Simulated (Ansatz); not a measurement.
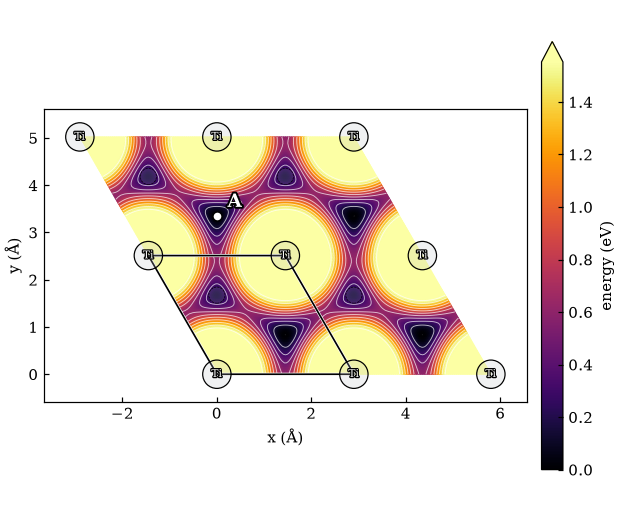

O on a Ti(001) slab cut from the P6_3/mmc phase, its upper half relaxed before the scan (4 atoms of substrate and one adsorbate in a 1 × 1 cell). 
- O is moved over the surface cell; relaxed at each place: the height of the adsorbate's atoms; substrate rigid; the origin of the map has the adsorbate above Ti4.
- Places are given modulo a cell vector. The map is drawn in real space over the plane of the surface.
- The scan uses a 6 × 6 grid; 10 points were computed and 26 follow by symmetry.
- All energies are given in eV relative to the lowest grid point.
- With one adsorbate in each 1 × 1 cell, its nearest image is 2.9 Å away, so neighbouring adsorbates interact. The runs have no spin polarisation; a magnetic state may lie lower.
- Level of theory: DFT PBEsol, scalar-relativistic, plane waves, PAW in Ansatz. Settings: cutoff 420 eV, k-mesh 9×9×1, gaussian smearing 0.1 eV, no spin polarisation.

The picture shows a smooth colour map with a few white contour lines, labelled circles for the atoms of the top layer and small ones for the second layer, the outline of one cell of the 2 × 2 shown, one colour for all values above the top of the scale, the point A. Between grid points the surface is interpolated.

**What is the easiest way out of the well at A, and how high is the barrier?**

The easiest path leads from the well at a threefold hollow, (4/6, 2/6) of the cell vectors to the well at a threefold hollow over a second-layer Ti atom, (2/6, 4/6) of the cell vectors, about 0.18 eV higher. Its highest point lies about 0.62 eV above the bottom of the first well on the interpolated surface, at about (0.47, 0.95) of the cell vectors. Seen from the upper well the barrier is about 0.45 eV. This is the barrier on the constrained surface; relaxing the other coordinates would change it.

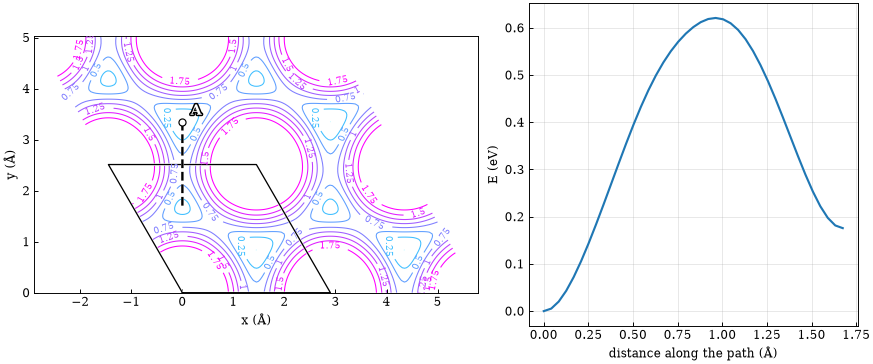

In the figure: contour lines labelled in eV (none above 1.75), a line along the lowest path, the outline of one cell of the 2 × 2 shown, the energy along the path at the right. Between grid points the surface is interpolated.

PAW datasets: the set soft_1.
